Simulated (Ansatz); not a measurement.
**Zr$_{3}$N$_{2}$: geometry relaxation (part 1 of 2)**

The run: geometry relaxation of Zr$_{3}$N$_{2}$ (10 atoms in the cell). Method and program: DFT r2SCAN, scalar-relativistic, plane waves, PAW, no spin polarisation (Ansatz 0.2.0).

The structure derives from a Materials Project entry. Figures and captions count atoms from 1; the log counts them from 0 in places.

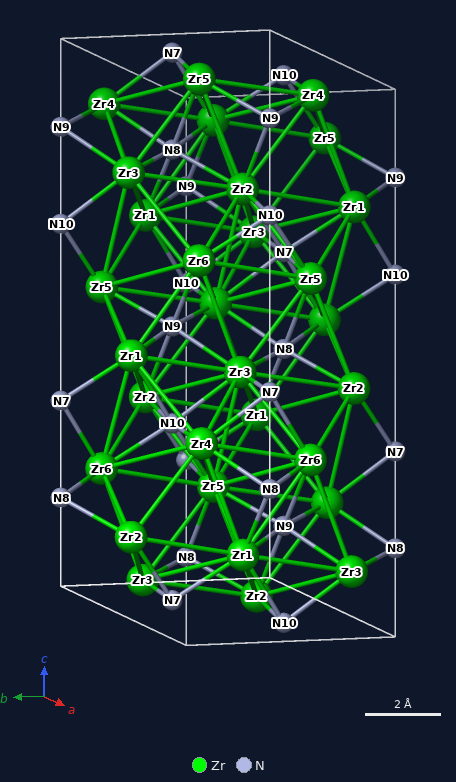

**Figure 1.** The input geometry (ball-and-stick view of the cell 3 times as large as that of the calculation, set on its symmetry axes, seen at an oblique angle; atoms are numbered from 1 in the order of the input). An atom can appear more than once, as a periodic image. Near neighbours in the periodic cell (some may lie outside the picture): Zr has 4 N at 2.27 to 2.30 Å and 12 Zr at 3.18 to 3.30 Å; N has 6 Zr at 2.27 to 2.30 Å.

## Summary

```json
{"quantity": "outcome", "value": "converged"}
{"quantity": "space group (tolerance 0.01 Å)", "value": "R-3c (167)"}
{"quantity": "electrons treated", "value": "92"}
{"quantity": "free energy", "value": "−26725.2580 eV"}
{"quantity": "Fermi energy", "value": "15.655 eV"}
{"quantity": "gap on the k-point mesh", "value": "none (metallic)"}
{"quantity": "pressure", "value": "0.00 GPa"}
{"quantity": "final volume", "value": "144.61 Å³"}
{"quantity": "largest force (length of the vector) at the end", "value": "0.002 eV/Å"}
{"quantity": "final cell", "value": "a = 6.168 Å, b = 6.168 Å, c = 6.168 Å, α = 54.49°, β = 54.49°, γ = 54.49°"}
{"quantity": "hardware", "value": "2 threads of AMD EPYC (Zen 5), 16 GiB of memory available, shared host"}
{"quantity": "wall time", "value": "1.7 min (CPU time 3.3 min)"}
{"quantity": "peak memory", "value": "1.8 GiB"}
```

## The input
```yaml
crystal:
  lattice:
    - [2.8251241387, 1.631086182, 5.2359669055]
    - [-2.8251241387, 1.631086182, 5.2359669055]
    - [0.0, -3.262172364, 5.2359669055]
  atoms:
    - { symbol: Zr, position: [0.42479813, 0.07520187, 0.75] }
    - { symbol: Zr, position: [0.07520187, 0.75, 0.42479813] }
    - { symbol: Zr, position: [0.75, 0.42479813, 0.07520187] }
    - { symbol: Zr, position: [0.25, 0.57520187, 0.92479813] }
    - { symbol: Zr, position: [0.92479812, 0.25, 0.57520187] }
    - { symbol: Zr, position: [0.57520187, 0.92479813, 0.25] }
    - { symbol: "N", position: [0.3385208, 0.3385208, 0.3385208] }
    - { symbol: "N", position: [0.1614792, 0.1614792, 0.1614792] }
    - { symbol: "N", position: [0.8385208, 0.8385208, 0.8385208] }
    - { symbol: "N", position: [0.6614792, 0.6614792, 0.6614792] }
basis:
  ecutwfc: 500
kpoints:
  mp_grid: { grid: [12, 12, 12] }
hamiltonian:
  xc: r2scan
scf:
  occupations: { method: gaussian, width: 0.1 }
output:
  forces: true
  stress: true
  eigenvalues: true
relax:
  adjacent_minimum: "off"
  f_tol: 0.005
  max_steps: 80
  cell: { stress_tol: 0.05 }
```

Command:
```bash
ansatz run input.yaml --threads 2 --pin off --max-ram 5120MiB --backend cpu --events-out ev --progress --plain --runs-dir out
```

## Output
```
Engine: ansatz 0.2.0, x86_64-unknown-linux-gnu
Pseudopotentials: kind: paw
Pseudopotential: Zr, paw, valence charge 12, recommended cutoff 500 eV (meta_gga), Zr.paw.azcp
Pseudopotential: N, paw, valence charge 5, recommended cutoff 500 eV (meta_gga), N.paw.azcp
Functional definition: r2SCAN
  parameter k0 = 0.174
  parameter k1 = 0.065
  parameter a1 = 4.9479
  exchange = r2scan_x(k0 = k0, k1 = k1, a1 = a1)
  correlation = r2scan_c
Crystal: 10 atoms, lattice volume = 144.765 Å³
Basis set: ecut = 500 eV, 3709 PW (Γ), exchange–correlation on 180×180×180 points (64 copies of the dense FFT grid, shifted against one another)
Bands: 56, of which v1, the nominal top of the filled ones, is band 46 counted from 1 (45 counted from 0)
Symmetry: 12 space group operations
Space group: R-3c (ITA 167), of the structure as read, at distance tolerance 5.3e-5 Å
k-points: 189 of 1728
Non-local potential: Zr, projectors of the file, l = 0: 3, l = 1: 2, l = 2: 2, l = 3: 2
Non-local potential: N, projectors of the file, l = 0: 2, l = 1: 2, l = 2: 1
PAW form: soft (Blöchl's): semilocal exchange-correlation on the pseudo side does not see the compensation charge
PAW frozen core: Zr, regenerated for the run's functional (the file was generated under x = pbe(κ = 0.804, μ = 0.2195149727645171), c = pbe(β = 0.06672455060314922))
PAW frozen core: N, regenerated for the run's functional (the file was generated under x = pbe(κ = 0.804, μ = 0.2195149727645171), c = pbe(β = 0.06672455060314922))
PAW one-centre angular grid: Zr, 590 points (default); XC on 160 Gauss nodes
PAW one-centre angular grid: N, 302 points (default); XC on 160 Gauss nodes
Initial density: superposition of atomic densities (neutral atoms: chi_scale 0, normalization atom), corrected by the library's trained network
Initial wavefunctions: pseudopotential atomic-orbital guess
Functional: x = r2scan, c = r2scan; τ floored in thin density (d = 2e-4 eV/Å³)
SCF iter   1: F=—  HF=-26724.954464 eV  |F-HF|=—  |Δ(HF+E_count)|=         —  Δρ=1.47e-2  dr2=4.01e-1  dr2_τ=4.98e-1  ethr=1.77e-3  ⟨swp⟩=5.7  Hψ=42346  notcnv=0  defer=4
preconditioner: auto → Kerker (q_TF=auto, 2.530 Å⁻¹)  [metal: Δε(μ)=0.007 eV  Ē_g=8.142 eV  σ=0.100 eV  W_gap=0.04  n_scr=46 (ndim 8)  ℏωp=20.5 eV  f_vac=0.000  D(μ)=3.82/eV (n_scr^D=20)]
SCF iter   2: F=—  HF=-26725.262043 eV  |F-HF|=—  |Δ(HF+E_count)|=   3.08e-1  Δρ=7.16e-3  dr2=6.96e-2  dr2_τ=6.80e-3  ethr=4.36e-4  ⟨swp⟩=2.0  Hψ=17632  notcnv=0  defer=701
SCF iter   3: F=—  HF=-26725.256859 eV  |F-HF|=—  |Δ(HF+E_count)|=   5.18e-3  Δρ=2.53e-3  dr2=5.32e-3  dr2_τ=5.74e-4  ethr=7.57e-5  ⟨swp⟩=2.8  Hψ=17847  notcnv=0  defer=701
SCF iter   4: F=—  HF=-26725.257963 eV  |F-HF|=—  |Δ(HF+E_count)|=   1.10e-3  Δρ=8.84e-4  dr2=1.47e-3  dr2_τ=7.41e-5  ethr=5.78e-6  ⟨swp⟩=2.0  Hψ=14110  notcnv=0  defer=701
SCF iter   5: F=—  HF=-26725.257953 eV  |F-HF|=—  |Δ(HF+E_count)|=   9.49e-6  Δρ=4.62e-4  dr2=4.52e-4  dr2_τ=3.23e-5  ethr=1.60e-6  ⟨swp⟩=2.0  Hψ=14060  notcnv=0  defer=701
SCF iter   6: F=—  HF=-26725.257878 eV  |F-HF|=—  |Δ(HF+E_count)|=   7.50e-5  Δρ=1.45e-4  dr2=5.08e-5  dr2_τ=3.00e-7  ethr=4.92e-7  ⟨swp⟩=2.0  Hψ=12247  notcnv=0  defer=701
SCF iter   7: F=—  HF=-26725.257911 eV  |F-HF|=—  |Δ(HF+E_count)|=   3.22e-5  Δρ=3.89e-5  dr2=3.42e-6  dr2_τ=5.35e-8  ethr=5.52e-8  ⟨swp⟩=2.0  Hψ=13338  notcnv=0  defer=701
SCF iter   8: F=-26725.257910 eV  HF=-26725.257910 eV  |F-HF|=9.86e-9  |Δ(HF+E_count)|=   5.18e-7  Δρ=3.55e-6  dr2=2.27e-8  dr2_τ=4.11e-10  ethr=1.09e-10  ⟨swp⟩=9.9  Hψ=50044  notcnv=0
SCF 1 converged in 8 iterations: F = -26725.257910 eV  dr2 = 2.27e-8
  greatest PAW one-centre occupation: 0.990 electrons in one spin orbital (limit 2), on the Zr atom at site 5 (counted from 0), in its partial waves of l = 1
relax step   1: F+E_penalty+E_count = -26725.25791006 eV  Δ(F+E_penalty+E_count) = +0.000e0 eV  max|allowed force component| = 4.068e-3 eV/Å  Δτ_max = 0.0000 Å  P = -0.220 GPa  Ω = 144.765 Å³  (8 SCF iters, dr2 threshold 1.00e-7 eV, accepted)
Crystal: 10 atoms, lattice volume = 144.451 Å³
Basis set: ecut = 500 eV, 3697 PW (Γ), exchange–correlation on 180×180×180 points (64 copies of the dense FFT grid, shifted against one another)
Initial density: handed on by an earlier stage of this run
Initial wavefunctions: those handed on with the density
iter 1 solved again at ethr=1.27e-7 eV; its pass at ethr=3.10e-3 eV (dr2=1.17e-4 eV) is discarded
SCF iter   1: F=—  HF=-26725.257088 eV  |F-HF|=—  |Δ(HF+E_count)|=         —  Δρ=2.89e-4  dr2=1.10e-4  dr2_τ=7.31e-4  ethr=1.27e-7  ⟨swp⟩=2.8  Hψ=48791  notcnv=0
preconditioner: auto → Kerker (q_TF=auto, 2.531 Å⁻¹)  [metal: Δε(μ)=0.008 eV  Ē_g=7.984 eV  σ=0.100 eV  W_gap=0.05  n_scr=46 (ndim 8)  ℏωp=20.5 eV  f_vac=0.000  D(μ)=3.76/eV (n_scr^D=20)]
SCF iter   2: F=—  HF=-26725.257910 eV  |F-HF|=—  |Δ(HF+E_count)|=   8.22e-4  Δρ=1.48e-4  dr2=2.98e-5  dr2_τ=1.44e-6  ethr=1.20e-7  ⟨swp⟩=2.0  Hψ=19307  notcnv=0
SCF iter   3: F=—  HF=-26725.257912 eV  |F-HF|=—  |Δ(HF+E_count)|=   2.47e-6  Δρ=7.62e-5  dr2=8.06e-6  dr2_τ=9.68e-7  ethr=3.24e-8  ⟨swp⟩=2.0  Hψ=14715  notcnv=0
SCF iter   4: F=—  HF=-26725.257911 eV  |F-HF|=—  |Δ(HF+E_count)|=   8.18e-7  Δρ=2.97e-5  dr2=1.36e-6  dr2_τ=7.53e-8  ethr=8.76e-9  ⟨swp⟩=2.0  Hψ=13754  notcnv=0
SCF iter   5: F=—  HF=-26725.257912 eV  |F-HF|=—  |Δ(HF+E_count)|=   3.89e-7  Δρ=1.32e-5  dr2=2.77e-7  dr2_τ=1.53e-8  ethr=1.48e-9  ⟨swp⟩=2.0  Hψ=14119  notcnv=0
SCF iter   6: F=-26725.257912 eV  HF=-26725.257912 eV  |F-HF|=1.23e-8  |Δ(HF+E_count)|=   2.31e-8  Δρ=4.10e-6  dr2=3.10e-8  dr2_τ=1.65e-9  ethr=1.94e-10  ⟨swp⟩=4.7  Hψ=33505  notcnv=0
SCF 2 converged in 6 iterations: F = -26725.257912 eV  dr2 = 3.10e-8
relax step   2: F+E_penalty+E_count = -26725.25791178 eV  Δ(F+E_penalty+E_count) = -1.719e-6 eV  max|allowed force component| = 1.007e-2 eV/Å  Δτ_max = 0.0009 Å  P = +0.220 GPa  Ω = 144.451 Å³  energy of the carried Pulay correction = +2.033e-4 eV  (6 SCF iters, dr2 threshold 1.78e-7 eV, rejected (line search))
Crystal: 10 atoms, lattice volume = 144.612 Å³
iter 1 solved again at ethr=5.66e-8 eV; its pass at ethr=3.10e-3 eV (dr2=5.21e-5 eV) is discarded
SCF iter   1: F=—  HF=-26725.257792 eV  |F-HF|=—  |Δ(HF+E_count)|=         —  Δρ=1.98e-4  dr2=5.06e-5  dr2_τ=3.36e-4  ethr=5.66e-8  ⟨swp⟩=3.0  Hψ=49432  notcnv=0
preconditioner: auto → Kerker (q_TF=auto, 2.530 Å⁻¹)  [metal: Δε(μ)=0.006 eV  Ē_g=7.977 eV  σ=0.100 eV  W_gap=0.03  n_scr=46 (ndim 8)  ℏωp=20.5 eV  f_vac=0.000  D(μ)=3.76/eV (n_scr^D=20)]
SCF iter   2: F=—  HF=-26725.258095 eV  |F-HF|=—  |Δ(HF+E_count)|=   3.03e-4  Δρ=9.80e-5  dr2=1.16e-5  dr2_τ=7.24e-7  ethr=5.49e-8  ⟨swp⟩=2.0  Hψ=19306  notcnv=0
SCF iter   3: F=—  HF=-26725.258094 eV  |F-HF|=—  |Δ(HF+E_count)|=   7.13e-7  Δρ=4.10e-5  dr2=2.36e-6  dr2_τ=2.10e-7  ethr=1.26e-8  ⟨swp⟩=2.0  Hψ=14583  notcnv=0
SCF iter   4: F=—  HF=-26725.258139 eV  |F-HF|=—  |Δ(HF+E_count)|=   4.43e-5  Δρ=1.89e-5  dr2=5.93e-7  dr2_τ=4.51e-8  ethr=2.56e-9  ⟨swp⟩=2.0  Hψ=13721  notcnv=0
SCF iter   5: F=—  HF=-26725.258139 eV  |F-HF|=—  |Δ(HF+E_count)|=   1.42e-7  Δρ=8.70e-6  dr2=1.23e-7  dr2_τ=6.90e-9  ethr=6.45e-10  ⟨swp⟩=2.0  Hψ=14437  notcnv=0
SCF iter   6: F=—  HF=-26725.258139 eV  |F-HF|=—  |Δ(HF+E_count)|=   1.35e-8  Δρ=2.53e-6  dr2=1.22e-8  dr2_τ=5.56e-10  ethr=1.34e-10  ⟨swp⟩=2.2  Hψ=14324  notcnv=0
SCF iter   7: F=—  HF=-26725.258139 eV  |F-HF|=—  |Δ(HF+E_count)|=  8.15e-10  Δρ=8.04e-7  dr2=1.17e-9  dr2_τ=5.13e-11  ethr=1.32e-11  ⟨swp⟩=2.1  Hψ=13620  notcnv=0
SCF iter   8: F=—  HF=-26725.258139 eV  |F-HF|=—  |Δ(HF+E_count)|=  2.55e-11  Δρ=3.07e-7  dr2=1.62e-10  dr2_τ=8.94e-12  ethr=1.27e-12  ⟨swp⟩=2.9  Hψ=15300  notcnv=0
SCF iter   9: F=-26725.258139 eV  HF=-26725.258139 eV  |F-HF|=1.46e-11  |Δ(HF+E_count)|=  3.27e-11  Δρ=9.53e-8  dr2=1.41e-11  dr2_τ=7.32e-13  ethr=1.00e-12  ⟨swp⟩=4.0  Hψ=31660  notcnv=0
SCF 3 converged in 9 iterations: F = -26725.258139 eV  dr2 = 1.41e-11
  greatest PAW one-centre occupation: 0.990 electrons in one spin orbital (limit 2), on the Zr atom at site 4 (counted from 0), in its partial waves of l = 1
relax step   3: F+E_penalty+E_count = -26725.25813884 eV  Δ(F+E_penalty+E_count) = -2.288e-4 eV  max|allowed force component| = 1.907e-3 eV/Å  Δτ_max = 0.0003 Å  P = -0.001 GPa  Ω = 144.612 Å³  energy of the carried Pulay correction = +9.903e-5 eV  (9 SCF iters, accepted)
Initial wavefunctions: pseudopotential atomic-orbital guess (no wavefunctions were taken with the density)
iter 1 solved again at ethr=9.19e-8 eV; its pass at ethr=3.10e-3 eV (dr2=8.45e-5 eV) is discarded
SCF iter   1: F=—  HF=-26725.258005 eV  |F-HF|=—  |Δ(HF+E_count)|=         —  Δρ=3.82e-6  dr2=2.33e-9  dr2_τ=1.81e-8  ethr=9.19e-8  ⟨swp⟩=3.2  Hψ=71948  notcnv=0
eigensolver tolerance schedule: the retry pair's looser diagonalisation over-reported the residual by 36271.62 of it (diagonalisation noise at an unbounded share of the residual, at the tolerance the schedule requests for it); recorded, not acted on — ethr = c·dr2/N_el stays at c = 1.0e-1
preconditioner: auto → Kerker (q_TF=auto, 2.530 Å⁻¹)  [metal: Δε(μ)=0.006 eV  Ē_g=7.978 eV  σ=0.100 eV  W_gap=0.04  n_scr=46 (ndim 8)  ℏωp=20.5 eV  f_vac=0.000  D(μ)=3.76/eV (n_scr^D=20)]
SCF iter   2: F=—  HF=-26725.258045 eV  |F-HF|=—  |Δ(HF+E_count)|=   4.00e-5  Δρ=1.74e-6  dr2=4.60e-10  dr2_τ=8.48e-10  ethr=2.53e-12  ⟨swp⟩=3.7  Hψ=28137  notcnv=0
SCF iter   3: F=-26725.258045 eV  HF=-26725.258045 eV  |F-HF|=2.91e-11  |Δ(HF+E_count)|=  9.75e-10  Δρ=4.28e-7  dr2=5.24e-11  dr2_τ=4.38e-11  ethr=1.00e-12  ⟨swp⟩=7.5  Hψ=43473  notcnv=0
SCF 4 converged in 3 iterations: F = -26725.258045 eV  dr2 = 5.24e-11
relax step   4: F+E_penalty+E_count = -26725.25804515 eV  Δ(F+E_penalty+E_count) = +9.369e-5 eV  max|allowed force component| = 1.906e-3 eV/Å  Δτ_max = 0.0000 Å  P = -0.001 GPa  Ω = 144.612 Å³  stress off target by 2.03e-3 GPa  SCF on the basis re-selected at this cell (its energy is not comparable with the rows above)  (3 SCF iters)
```

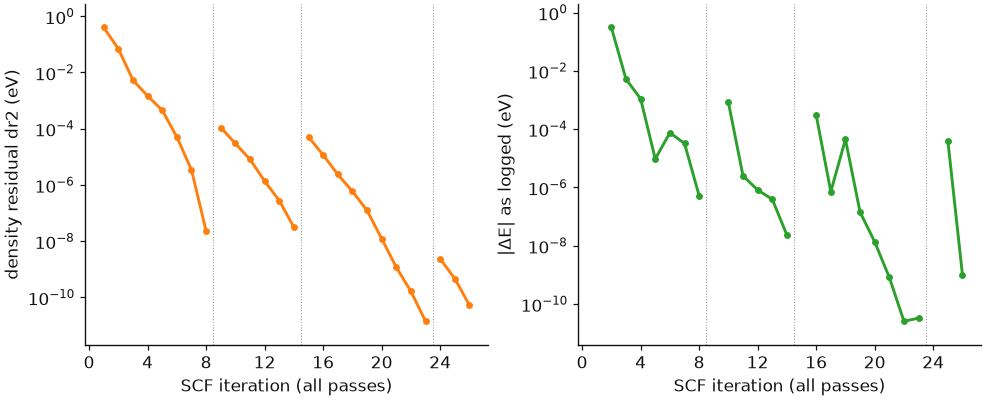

**Figure 2.** Convergence of the self-consistent field: density residual dr2 and size of the energy change against the SCF iteration. The dotted lines part the SCF passes of the relaxation: geometry steps, rejected trials and re-solves on a re-selected basis. The passes take 8, 6, 9 and 3 iterations.
